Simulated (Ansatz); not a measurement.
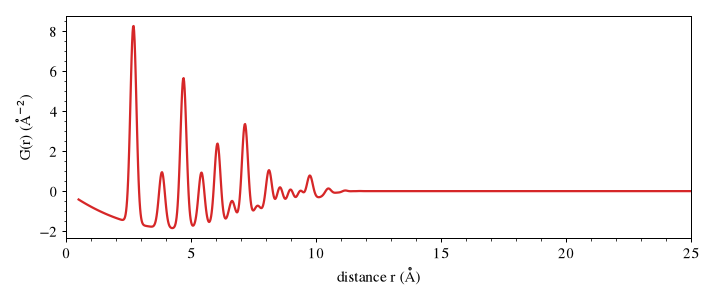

Simulated X-ray pair distribution function, G(r) = R(r)/r − 4πρ₀r, summed over the atomic distances of the structure with each pair weighted by the product of the atomic numbers (X-ray weights at Q = 0); every distance is a Gaussian of σ = 0.12 Å, for spherical particles of Os with the bulk structure: the bulk G(r) is multiplied by the envelope of a sphere of diameter D, 1 − 3r/2D + r³/2D³, with no surface relaxation. The number density is 0.0711 atoms per Å³. Structure used: the input geometry of an electronic-structure calculation (not necessarily at equilibrium); the starting structure was generated, so it need not be a known form of this composition.

Q: Estimate the particle diameter.

A: About 12 Å (1.2 nm): the signal vanishes at r = D, fading from view somewhat earlier.

Q: Roughly how many atoms does one particle hold?

A: About 64 (number density 0.0711 Å⁻³ times πD³/6).
